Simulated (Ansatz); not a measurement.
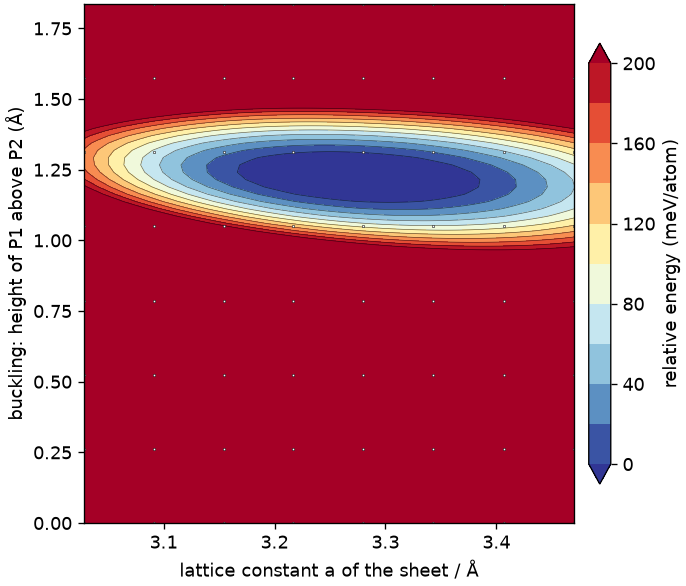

A two-dimensional sheet of P of the honeycomb type (2 atoms in the cell). 
- The lattice constant and the buckling of a sheet are varied, nothing relaxed.
- First axis: lattice constant a of the sheet (both vectors scaled alike). Second axis: buckling: height of P1 above P2.
- Grid: 8 × 8 points.
- Points are written as (first, second).
- Energies: meV/atom, counted from the lowest grid point.
- Level of theory: DFT r2SCAN, scalar-relativistic, plane waves, PAW (Ansatz). Settings: cutoff 500 eV, k-mesh 9×9×1, gaussian smearing 0.02 eV, no spin polarisation.

The picture shows filled contours, dots at the grid points, one colour for all values above the top of the scale. Between grid points the surface is interpolated.

Q: Where is the minimum, and how stiff is the well along each coordinate?

A: The interpolated minimum is at the first coordinate ≈ 3.272 Å, the second coordinate ≈ 1.225 Å. The curvatures there are about 12 eV/Å² and 17 eV/Å², with a cross term of about 3.3 eV/Å² (per cell of 2 atoms). Round the minimum the valley is somewhat tilted: raising the first coordinate shifts the best value of the second coordinate downwards (coupling k₁₂/√(k₁₁k₂₂) about 0.2).
